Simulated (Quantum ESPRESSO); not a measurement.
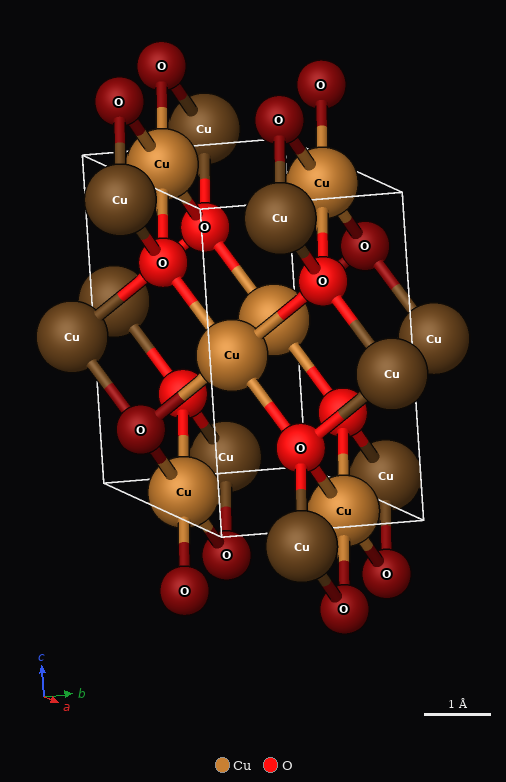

*The structure (ball-and-stick view of the cell 2 times as large as that of the calculation, set on its symmetry axes, seen slightly off an axis; neighbours outside the cell are drawn fainter).*

**CuO: single-point calculation (part 1 of 2)**

System: CuO (C2/c, 4 atoms in the cell).
Method: Kohn-Sham DFT of a periodic cell, PBEsol, GBRV 1.5 PBEsol, no spin polarisation (Quantum ESPRESSO 7.5).

The structure derives from an entry of the Crystallography Open Database. The volume is scaled by 0.96.

Input file:
```
&CONTROL
  calculation = 'scf'
  prefix = 'pwscf'
  outdir = './tmp'
  pseudo_dir = './pseudo'
  tprnfor = .true.
  tstress = .true.
  disk_io = 'nowf'
/
&SYSTEM
  ibrav = 0
  nat = 4
  ntyp = 2
  ecutwfc = 56
  ecutrho = 448
  nbnd = 34
  occupations = 'smearing'
  smearing = 'fd'
  degauss = 0.00367493
/
&ELECTRONS
  conv_thr = 8d-10
  electron_maxstep = 120
  mixing_beta = 0.5
/
ATOMIC_SPECIES
Cu    63.5460 cu_pbesol_v1.2.uspp.F.UPF
O     15.9990 o_pbesol_v1.2.uspp.F.UPF
CELL_PARAMETERS angstrom
   2.3101994985   -1.6881714891    0.0000000000
   2.3101994985    1.6881714891    0.0000000000
  -0.8385391614    0.0000000000    4.9895114286
ATOMIC_POSITIONS crystal
Cu     0.5000000000    0.0000000000    0.5000000000
Cu     0.0000000000    0.5000000000    0.0000000000
O      0.4184000000    0.5816000000    0.7500000000
O      0.5816000000    0.4184000000    0.2500000000
K_POINTS automatic
7 7 4 0 0 0
```

Launch command:
```bash
OMP_NUM_THREADS=1 pw.x -in pw.in > pw.out
```

Output:
```
This program is part of the open-source Quantum ESPRESSO suite
     for quantum simulation of materials; please cite
         "P. Giannozzi et al., J. Phys.:Condens. Matter 21 395502 (2009);
         "P. Giannozzi et al., J. Phys.:Condens. Matter 29 465901 (2017);
         "P. Giannozzi et al., J. Chem. Phys. 152 154105 (2020);
          URL
     in publications or presentations arising from this work. More details at

     Message from routine setup:
     using ibrav=0 with symmetry is DISCOURAGED, use correct ibrav instead

     G-vector sticks info
     --------------------
     sticks:   dense  smooth     PW     G-vecs:    dense   smooth      PW
     Sum        1005     495    159                42131    14855    2619

     Using Slab Decomposition

     bravais-lattice index     =            0
     lattice parameter (alat)  =       5.4070  a.u.
     unit-cell volume          =     262.6338 (a.u.)^3
     number of atoms/cell      =            4
     number of atomic types    =            2
     number of electrons       =        50.00
     number of Kohn-Sham states=           34
     kinetic-energy cutoff     =      56.0000  Ry
     charge density cutoff     =     448.0000  Ry
     scf convergence threshold =      8.0E-10
     mixing beta               =       0.5000
     number of iterations used =            8  plain     mixing
     Exchange-correlation= SLA  PW   PSX  PSC
                           (   1   4  10   8   0   0   0)

     celldm(1)=   5.407043  celldm(2)=   0.000000  celldm(3)=   0.000000
     celldm(4)=   0.000000  celldm(5)=   0.000000  celldm(6)=   0.000000

     crystal axes: (cart. coord. in units of alat)
               a(1) = (   0.807400  -0.590005   0.000000 )
               a(2) = (   0.807400   0.590005   0.000000 )
               a(3) = (  -0.293064   0.000000   1.743802 )

     reciprocal axes: (cart. coord. in units 2 pi/alat)
               b(1) = (  0.619272 -0.847451  0.104075 )
               b(2) = (  0.619272  0.847451  0.104075 )
               b(3) = ( -0.000000  0.000000  0.573460 )

     PseudoPot. # 1 for Cu read from file:
     cu_pbesol_v1.2.uspp.F.UPF
     Pseudo is Ultrasoft + core correction, Zval = 19.0
     Generated by new atomic code, or converted to UPF format
     Using radial grid of  867 points,  6 beta functions with:
                l(1) =   0
                l(2) =   0
                l(3) =   1
                l(4) =   1
                l(5) =   2
                l(6) =   2
     Q(r) pseudized with  8 coefficients,  rinner =    1.150   1.150   1.150
                                                       1.150   1.150

     PseudoPot. # 2 for O  read from file:
     o_pbesol_v1.2.uspp.F.UPF
     Pseudo is Ultrasoft + core correction, Zval =  6.0
     Generated by new atomic code, or converted to UPF format
     Using radial grid of  737 points,  5 beta functions with:
                l(1) =   0
                l(2) =   0
                l(3) =   1
                l(4) =   1
                l(5) =   2
     Q(r) pseudized with  8 coefficients,  rinner =    0.900   0.900   0.900
                                                       0.900   0.900

     atomic species   valence    mass     pseudopotential
     Cu               19.00    63.54600     Cu( 1.00)
     O                 6.00    15.99900     O ( 1.00)

      4 Sym. Ops., with inversion, found ( 2 have fractional translation)

   Cartesian axes

     site n.     atom                  positions (alat units)
         1        Cu     tau(   1) = (   0.2571678  -0.2950025   0.8719008  )
         2        Cu     tau(   2) = (   0.4036998   0.2950025   0.0000000  )
         3        O      tau(   3) = (   0.5876017   0.0962888   1.3078513  )
         4        O      tau(   4) = (   0.7341337  -0.0962888   0.4359504  )

     number of k points=    60  Fermi-Dirac smearing, width (Ry)=  0.0037
                       cart. coord. in units 2pi/alat
        k(    1) = (   0.0000000   0.0000000   0.0000000), wk =   0.0102041
        k(    2) = (   0.0000000   0.0000000   0.1433649), wk =   0.0204082
        k(    3) = (   0.0000000   0.0000000  -0.2867299), wk =   0.0102041
        k(    4) = (   0.0884674   0.1210644   0.0148679), wk =   0.0408163
        k(    5) = (   0.0884674   0.1210644   0.1582328), wk =   0.0408163
        k(    6) = (   0.0884674   0.1210644  -0.2718620), wk =   0.0408163
        k(    7) = (   0.0884674   0.1210644  -0.1284971), wk =   0.0408163
        k(    8) = (   0.1769349   0.2421287   0.0297357), wk =   0.0408163
        k(    9) = (   0.1769349   0.2421287   0.1731007), wk =   0.0408163
        k(   10) = (   0.1769349   0.2421287  -0.2569941), wk =   0.0408163
        k(   11) = (   0.1769349   0.2421287  -0.1136292), wk =   0.0408163
        k(   12) = (   0.2654023   0.3631931   0.0446036), wk =   0.0408163
        k(   13) = (   0.2654023   0.3631931   0.1879685), wk =   0.0408163
        k(   14) = (   0.2654023   0.3631931  -0.2421262), wk =   0.0408163
        k(   15) = (   0.2654023   0.3631931  -0.0987613), wk =   0.0408163
        k(   16) = (   0.1769349  -0.0000000   0.0297357), wk =   0.0204082
        k(   17) = (   0.1769349  -0.0000000   0.1731007), wk =   0.0204082
        k(   18) = (   0.1769349  -0.0000000  -0.2569941), wk =   0.0204082
        k(   19) = (   0.1769349  -0.0000000  -0.1136292), wk =   0.0204082
        k(   20) = (   0.2654023   0.1210644   0.0446036), wk =   0.0408163
        k(   21) = (   0.2654023   0.1210644   0.1879685), wk =   0.0408163
        k(   22) = (   0.2654023   0.1210644  -0.2421262), wk =   0.0408163
        k(   23) = (   0.2654023   0.1210644  -0.0987613), wk =   0.0408163
        k(   24) = (   0.3538697   0.2421287   0.0594715), wk =   0.0408163
        k(   25) = (   0.3538697   0.2421287   0.2028364), wk =   0.0408163
        k(   26) = (   0.3538697   0.2421287  -0.2272584), wk =   0.0408163
        k(   27) = (   0.3538697   0.2421287  -0.0838934), wk =   0.0408163
        k(   28) = (  -0.1769349  -0.4842575  -0.0297357), wk =   0.0408163
        k(   29) = (  -0.1769349  -0.4842575   0.1136292), wk =   0.0408163
        k(   30) = (  -0.1769349  -0.4842575  -0.3164656), wk =   0.0408163
        k(   31) = (  -0.1769349  -0.4842575  -0.1731007), wk =   0.0408163
        k(   32) = (  -0.0884674  -0.3631931  -0.0148679), wk =   0.0408163
        k(   33) = (  -0.0884674  -0.3631931   0.1284971), wk =   0.0408163
        k(   34) = (  -0.0884674  -0.3631931  -0.3015977), wk =   0.0408163
        k(   35) = (  -0.0884674  -0.3631931  -0.1582328), wk =   0.0408163
        k(   36) = (  -0.0000000  -0.2421287  -0.0000000), wk =   0.0204082
        k(   37) = (  -0.0000000  -0.2421287   0.1433649), wk =   0.0408163
        k(   38) = (  -0.0000000  -0.2421287  -0.2867299), wk =   0.0204082
        k(   39) = (   0.3538697  -0.0000000   0.0594715), wk =   0.0204082
        k(   40) = (   0.3538697  -0.0000000   0.2028364), wk =   0.0204082
        k(   41) = (   0.3538697  -0.0000000  -0.2272584), wk =   0.0204082
        k(   42) = (   0.3538697  -0.0000000  -0.0838934), wk =   0.0204082
        k(   43) = (   0.4423371   0.1210644   0.0743393), wk =   0.0408163
        k(   44) = (   0.4423371   0.1210644   0.2177043), wk =   0.0408163
        k(   45) = (   0.4423371   0.1210644  -0.2123905), wk =   0.0408163
        k(   46) = (   0.4423371   0.1210644  -0.0690256), wk =   0.0408163
        k(   47) = (  -0.0884674  -0.6053218  -0.0148679), wk =   0.0408163
        k(   48) = (  -0.0884674  -0.6053218   0.1284971), wk =   0.0408163
        k(   49) = (  -0.0884674  -0.6053218  -0.3015977), wk =   0.0408163
        k(   50) = (  -0.0884674  -0.6053218  -0.1582328), wk =   0.0408163
        k(   51) = (   0.0000000  -0.4842575   0.0000000), wk =   0.0204082
        k(   52) = (   0.0000000  -0.4842575   0.1433649), wk =   0.0408163
        k(   53) = (   0.0000000  -0.4842575  -0.2867299), wk =   0.0204082
        k(   54) = (   0.5308046   0.0000000   0.0892072), wk =   0.0204082
        k(   55) = (   0.5308046   0.0000000   0.2325721), wk =   0.0204082
        k(   56) = (   0.5308046   0.0000000  -0.1975226), wk =   0.0204082
        k(   57) = (   0.5308046   0.0000000  -0.0541577), wk =   0.0204082
        k(   58) = (  -0.0000000  -0.7263862  -0.0000000), wk =   0.0204082
        k(   59) = (  -0.0000000  -0.7263862   0.1433649), wk =   0.0408163
        k(   60) = (  -0.0000000  -0.7263862  -0.2867299), wk =   0.0204082

     Dense  grid:    42131 G-vectors     FFT dimensions: (  40,  40,  72)

     Smooth grid:    14855 G-vectors     FFT dimensions: (  25,  25,  48)

     Check: negative core charge=   -0.000002

     Initial potential from superposition of free atoms

     starting charge      48.0000, renormalised to      50.0000
     Starting wfcs are   34 randomized atomic wfcs

     Self-consistent Calculation

     iteration #  1     ecut=    56.00 Ry     beta= 0.50
     Davidson diagonalization with overlap
     ethr =  1.00E-02,  avg # of iterations =  4.4

     total energy              =    -868.86450915 Ry
     estimated scf accuracy    <       4.70117468 Ry

     iteration #  2     ecut=    56.00 Ry     beta= 0.50
     Davidson diagonalization with overlap
     ethr =  9.40E-03,  avg # of iterations =  3.0

     total energy              =    -870.43518148 Ry
     estimated scf accuracy    <       8.48639098 Ry

     iteration #  3     ecut=    56.00 Ry     beta= 0.50
     Davidson diagonalization with overlap
     ethr =  9.40E-03,  avg # of iterations =  2.0

     total energy              =    -871.32687365 Ry
     estimated scf accuracy    <       0.25042622 Ry

     iteration #  4     ecut=    56.00 Ry     beta= 0.50
     Davidson diagonalization with overlap
     ethr =  5.01E-04,  avg # of iterations =  2.1

     total energy              =    -871.35071233 Ry
     estimated scf accuracy    <       0.02393206 Ry

     iteration #  5     ecut=    56.00 Ry     beta= 0.50
     Davidson diagonalization with overlap
     ethr =  4.79E-05,  avg # of iterations =  3.4

     total energy              =    -871.35613707 Ry
     estimated scf accuracy    <       0.00481279 Ry

     iteration #  6     ecut=    56.00 Ry     beta= 0.50
     Davidson diagonalization with overlap
     ethr =  9.63E-06,  avg # of iterations =  2.2

     total energy              =    -871.35661564 Ry
     estimated scf accuracy    <       0.00030610 Ry

     iteration #  7     ecut=    56.00 Ry     beta= 0.50
     Davidson diagonalization with overlap
     ethr =  6.12E-07,  avg # of iterations =  2.9

     total energy              =    -871.35659500 Ry
     estimated scf accuracy    <       0.00010772 Ry

     iteration #  8     ecut=    56.00 Ry     beta= 0.50
     Davidson diagonalization with overlap
     ethr =  2.15E-07,  avg # of iterations =  2.1

     total energy              =    -871.35662373 Ry
     estimated scf accuracy    <       0.00002518 Ry

     iteration #  9     ecut=    56.00 Ry     beta= 0.50
     Davidson diagonalization with overlap
     ethr =  5.04E-08,  avg # of iterations =  1.0

     total energy              =    -871.35662607 Ry
     estimated scf accuracy    <       0.00000076 Ry

     iteration # 10     ecut=    56.00 Ry     beta= 0.50
     Davidson diagonalization with overlap
     ethr =  1.52E-09,  avg # of iterations =  2.1

     total energy              =    -871.35662622 Ry
     estimated scf accuracy    <       0.00000003 Ry

     iteration # 11     ecut=    56.00 Ry     beta= 0.50
     Davidson diagonalization with overlap
     ethr =  5.75E-11,  avg # of iterations =  2.4

     total energy              =    -871.35662622 Ry
     estimated scf accuracy    <       0.00000003 Ry

     iteration # 12     ecut=    56.00 Ry     beta= 0.50
     Davidson diagonalization with overlap
     ethr =  5.75E-11,  avg # of iterations =  1.0

     End of self-consistent calculation

          k = 0.0000 0.0000 0.0000 (  1881 PWs)   bands (ev):

   -99.8702 -99.8693 -57.5653 -57.5646 -57.5295 -57.5192 -57.1593 -57.1588
    -7.7911  -6.2974   3.7870   6.5807   6.9928   8.9506   9.1437   9.1571
     9.2136   9.3289   9.6067   9.7106   9.9628  10.1515  10.2171  10.7575
    12.7560  13.5396  14.3003  18.3979  20.8283  25.8591  28.2838  28.8336
    29.2795  29.7642

          k = 0.0000 0.0000 0.1434 (  1881 PWs)   bands (ev):

   -99.8701 -99.8695 -57.5651 -57.5647 -57.5281 -57.5207 -57.1593 -57.1589
    -7.6079  -6.5622   4.4167   6.7139   7.0394   7.9670   8.4566   8.5327
     9.3814   9.5727   9.8462   9.8885  10.0660  10.3461  10.5988  10.5990
    12.6941  13.2844  15.0870  17.7356  21.9436  25.8795  27.2966  27.6601
    29.4629  30.0804

          k = 0.0000 0.0000-0.2867 (  1878 PWs)   bands (ev):

   -99.8698 -99.8698 -57.5648 -57.5648 -57.5245 -57.5245 -57.1591 -57.1591
    -7.1242  -7.1242   6.0094   6.0094   7.0011   7.0011   8.1584   8.1584
     9.5775   9.5775   9.9476   9.9476  10.1464  10.1464  10.8842  10.8842
    12.7844  12.7844  16.5024  16.5024  24.2136  24.2136  26.8761  26.8761
    29.8797  29.8797

          k = 0.0885 0.1211 0.0149 (  1874 PWs)   bands (ev):

   -99.8700 -99.8692 -57.5679 -57.5649 -57.5291 -57.5197 -57.1614 -57.1590
    -7.6404  -6.2511   4.0178   6.5351   6.9286   7.6168   8.6530   9.0394
     9.3105   9.5432   9.8032  10.0198  10.1534  10.2990  10.3224  10.7540
    12.5569  13.3553  15.0507  19.2907  20.2857  24.3631  27.2520  28.1391
    29.3988  30.1026

          k = 0.0885 0.1211 0.1582 (  1876 PWs)   bands (ev):

   -99.8699 -99.8693 -57.5678 -57.5649 -57.5277 -57.5212 -57.1614 -57.1589
    -7.4473  -6.5192   4.6030   6.5838   6.9405   7.3333   8.1997   8.6322
     9.2784   9.6497   9.7615  10.0421  10.1804  10.4646  10.6440  10.7111
    12.2320  13.2080  15.8931  18.2201  21.7562  24.3191  26.8978  27.0788
    28.6784  30.2685

          k = 0.0885 0.1211-0.2719 (  1878 PWs)   bands (ev):

   -99.8696 -99.8695 -57.5680 -57.5647 -57.5246 -57.5243 -57.1614 -57.1590
    -7.0546  -6.9743   5.6853   6.1891   6.9101   7.0526   7.6790   8.2422
     9.5156   9.6033   9.8505   9.9967  10.2485  10.3489  10.8020  10.9350
    12.1744  12.9075  16.9374  17.1755  23.9480  24.2714  24.9817  26.2547
    29.2213  30.4184

          k = 0.0885 0.1211-0.1285 (  1864 PWs)   bands (ev):

   -99.8699 -99.8693 -57.5680 -57.5648 -57.5279 -57.5210 -57.1614 -57.1590
    -7.4887  -6.4675   4.5439   6.5911   6.9371   7.6953   7.9487   8.3485
     9.4104   9.7244   9.9694  10.0530  10.1622  10.3342  10.5314  10.6701
    12.5537  13.0386  15.6505  18.3522  21.8127  24.8010  25.8239  27.5856
    29.7124  29.9243

          k = 0.1769 0.2421 0.0297 (  1868 PWs)   bands (ev):

   -99.8695 -99.8689 -57.5745 -57.5649 -57.5278 -57.5211 -57.1666 -57.1588
    -7.2756  -6.1448   4.5551   5.9225   6.3982   6.9695   8.1770   8.3872
     9.4974   9.6885   9.9850  10.1089  10.2111  10.6152  10.6413  10.7908
    12.4529  13.0996  16.5764  18.9021  21.1170  22.0117  25.6269  26.6362
    28.7665  29.8121

          k = 0.1769 0.2421 0.1731 (  1868 PWs)   bands (ev):

   -99.8693 -99.8691 -57.5746 -57.5649 -57.5266 -57.5223 -57.1666 -57.1588
    -7.1107  -6.3575   4.8347   5.8556   6.5078   6.8356   8.2323   8.5740
     9.2754   9.5220  10.0318  10.0480  10.3470  10.5207  10.6683  10.9585
    11.7844  13.1265  17.3249  18.3168  21.7170  22.0962  25.4770  27.2944
    27.7014  29.9902

          k = 0.1769 0.2421-0.2570 (  1856 PWs)   bands (ev):

   -99.8693 -99.8691 -57.5748 -57.5648 -57.5248 -57.5240 -57.1666 -57.1588
    -6.8446  -6.6644   5.3322   5.8984   6.7536   6.8693   7.1237   8.5618
     9.4344   9.6759   9.9946  10.0125  10.3171  10.4676  10.7654  10.9586
    11.6485  13.0912  17.5675  18.2286  22.4857  22.5021  24.6893  26.1249
    28.5902  29.7569

          k = 0.1769 0.2421-0.1136 (  1869 PWs)   bands (ev):

   -99.8695 -99.8689 -57.5747 -57.5648 -57.5270 -57.5218 -57.1665 -57.1588
    -7.1584  -6.3037   4.9418   6.1483   6.3582   6.8962   7.5936   8.2142
     9.5960   9.8974   9.9505  10.1903  10.2917  10.4086  10.4770  10.8547
    12.4475  12.9928  16.7607  18.8165  21.8668  22.6234  23.9972  27.1936
    29.2839  29.5460

          k = 0.2654 0.3632 0.0446 (  1847 PWs)   bands (ev):

   -99.8690 -99.8688 -57.5800 -57.5650 -57.5258 -57.5231 -57.1707 -57.1587
    -6.9499  -6.0585   4.8654   5.0082   6.3269   6.9981   7.7902   7.9010
     9.7320   9.7585  10.0584  10.0750  10.3253  10.7877  10.8331  10.9795
    12.5393  12.8549  17.3240  18.4072  20.0938  22.9686  24.4279  25.4777
    28.2739  29.3515

          k = 0.2654 0.3632 0.1880 (  1848 PWs)   bands (ev):

   -99.8690 -99.8688 -57.5802 -57.5649 -57.5251 -57.5236 -57.1707 -57.1587
    -6.8374  -6.1974   4.6948   5.3931   6.2949   6.7777   7.8643   8.4230
     9.3971   9.7132  10.0330  10.1762  10.2689  10.5355  10.7766  10.9631
    12.1754  13.1160  17.4591  18.7047  20.2527  22.1784  24.9761  26.3521
    27.9808  29.5460

          k = 0.2654 0.3632-0.2421 (  1853 PWs)   bands (ev):

   -99.8690 -99.8688 -57.5804 -57.5648 -57.5250 -57.5236 -57.1707 -57.1587
    -6.6662  -6.3949   4.8115   5.6899   6.2424   6.6577   7.5497   8.9445
     9.2524   9.6445   9.9794  10.0697  10.2194  10.2585  10.7397  10.8042
    12.3207  13.2878  17.5399  18.9778  20.7699  21.4086  25.3129  26.6680
    27.7475  29.1631

          k = 0.2654 0.3632-0.0988 (  1848 PWs)   bands (ev):

   -99.8690 -99.8687 -57.5802 -57.5649 -57.5257 -57.5230 -57.1707 -57.1587
    -6.8545  -6.1807   4.8239   5.5688   6.0962   6.8083   7.5520   8.2662
     9.6208   9.9074   9.9644  10.1170  10.3060  10.3992  10.6484  10.9076
    12.6376  13.1009  17.1867  18.9792  20.2363  22.5310  24.0605  26.3506
    28.4268  29.4918

          k = 0.1769-0.0000 0.0297 (  1876 PWs)   bands (ev):

   -99.8698 -99.8690 -57.5680 -57.5673 -57.5295 -57.5195 -57.1616 -57.1604
    -7.5511  -6.2375   4.1697   6.5980   6.9278   7.7681   8.0307   8.7939
     9.4417   9.4967   9.7204   9.9166  10.1793  10.5251  10.6127  10.6897
    12.7226  12.9056  15.3647  19.5731  20.2228  24.4050  27.8126  27.9913
    28.9410  29.2608

          k = 0.1769-0.0000 0.1731 (  1880 PWs)   bands (ev):

   -99.8697 -99.8692 -57.5687 -57.5666 -57.5279 -57.5211 -57.1618 -57.1602
    -7.3427  -6.5178   4.7319   6.7457   6.7784   7.5214   7.7970   8.3262
     9.5490   9.6335   9.7475   9.9745  10.2680  10.5144  10.5443  10.8549
    12.1964  12.8881  16.1746  18.3099  22.0643  24.2028  26.9761  27.7797
    28.5998  29.0048

          k = 0.1769-0.0000-0.2570 (  1873 PWs)   bands (ev):
```
